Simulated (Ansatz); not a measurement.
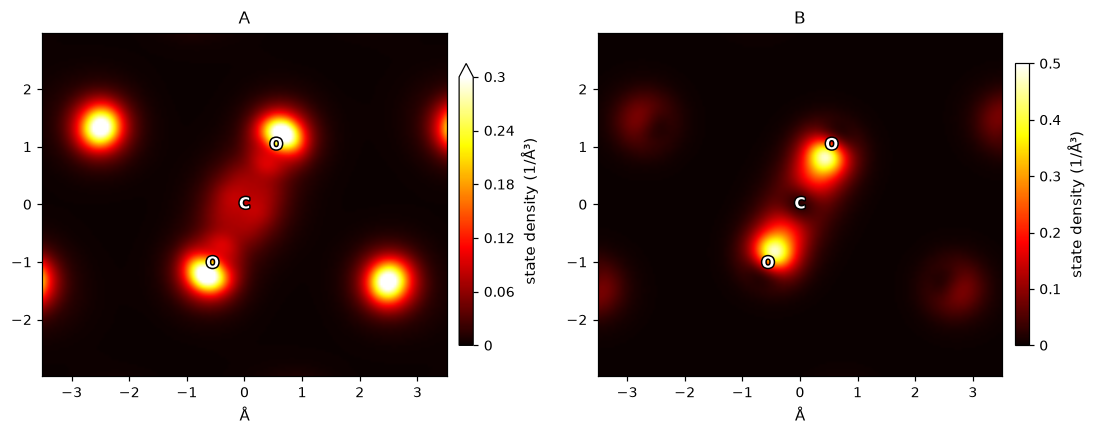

CO2: densities of the states in two energy windows, on the (111) plane of the conventional cell.

Space group P4_2/mnm; the calculation finds a residual pressure of about 2 GPa at this fixed cell. The cell comes from a database of computed structures, not from a measurement.

Method: DFT PBE, scalar-relativistic, plane waves, PAW in Ansatz.

In a PAW calculation such maps are meaningful between the atoms, not at the nuclei.

The windows, about the valence-band maximum, are −20.79 to −20.42 eV and −5.8 to −3.4 eV. Which panel shows which?

Answer. Panel A: −5.8 to −3.4 eV, a separate group of bands, mainly O 2p (65 %), C 2p (20 %) and O 2s (15 %).
Panel B: −20.79 to −20.42 eV, a separate group of bands (semicore or deep states), mainly O 2s (60 %), C 2s (30 %) and O 2p (10 %).
The characters are Löwdin shares on a minimal set of atomic orbitals.

The run took 2.8 s on 2 threads of Arm Neoverse V1, with other jobs on the host, peak memory 0.37 GiB.
